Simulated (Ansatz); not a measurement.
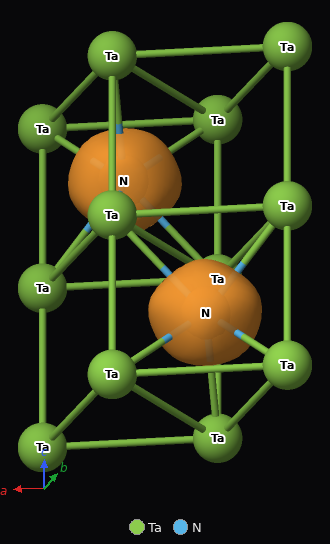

Figure. TaN. Isosurface of the ELF at 0.65 (orange), seen at an oblique angle. Core shells and regions of very low density are left out. Sticks mark near contacts.

Space group P6₃/mmc; a structure from a database of computed crystals, not necessarily the ambient phase; computed pressure about −9 GPa in this cell.

Theory: Kohn-Sham DFT of a periodic cell, HSE03, Ansatz PAW (Ansatz 0.2.0).

In a PAW calculation such maps are meaningful between the atoms, not at the nuclei.

**Identify the bonds, lone pairs and shells in this picture.**

At this value the surface marks out two regions wrapped around N (the valence shell of each), counted in one cell of 4 atoms. Any copies at cell faces, edges or corners count once. Profiles from the grid: Ta–N (2.24 Å): the ELF peaks at about 0.80 in the valence shell of N, 0.7 Å from its nucleus, and is about 0.15 at the midpoint: no localised pair shows between them. Ta–Ta (2.92 Å): the ELF is about 0.25 at the midpoint (no shared electron pair shows on this line).

**Metal or insulator at this level of theory?**

It is metallic or semimetallic at this level of theory: no gap opens; semilocal functionals without U, or without the true magnetic order, often close the gap of such compounds.
